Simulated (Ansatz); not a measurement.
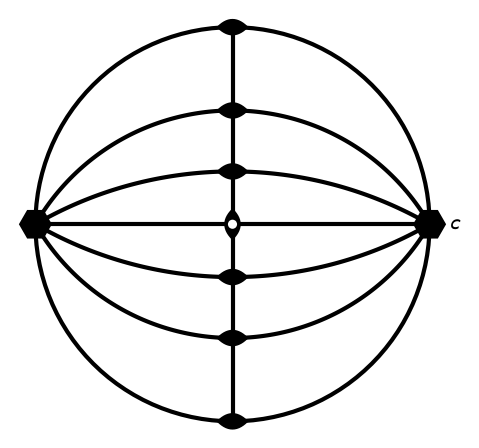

Stereographic projection: heavy lines are mirror planes (a heavy rim: a mirror in the plane of the page); lens, triangle, square and hexagon are 2-, 3-, 4- and 6-fold axes, a lens in an open square is −4, a triangle in an open hexagon −6; thin dashed diameters join the ends of axes that lie in the page; a small open circle marks inversion. The a axis points at the viewer. Computed from the symmetry operations of a computed or model structure of composition Se, which need not be its known form.

Q: Name the crystal class.

A: 6/mmm (D6h), order 24, hexagonal system: one sixfold axis, six twofold axes, seven mirror planes, an inversion centre.

Q: Which physical properties does it allow?

A: It is centrosymmetric, so neither piezoelectric nor pyroelectric; it is not chiral.
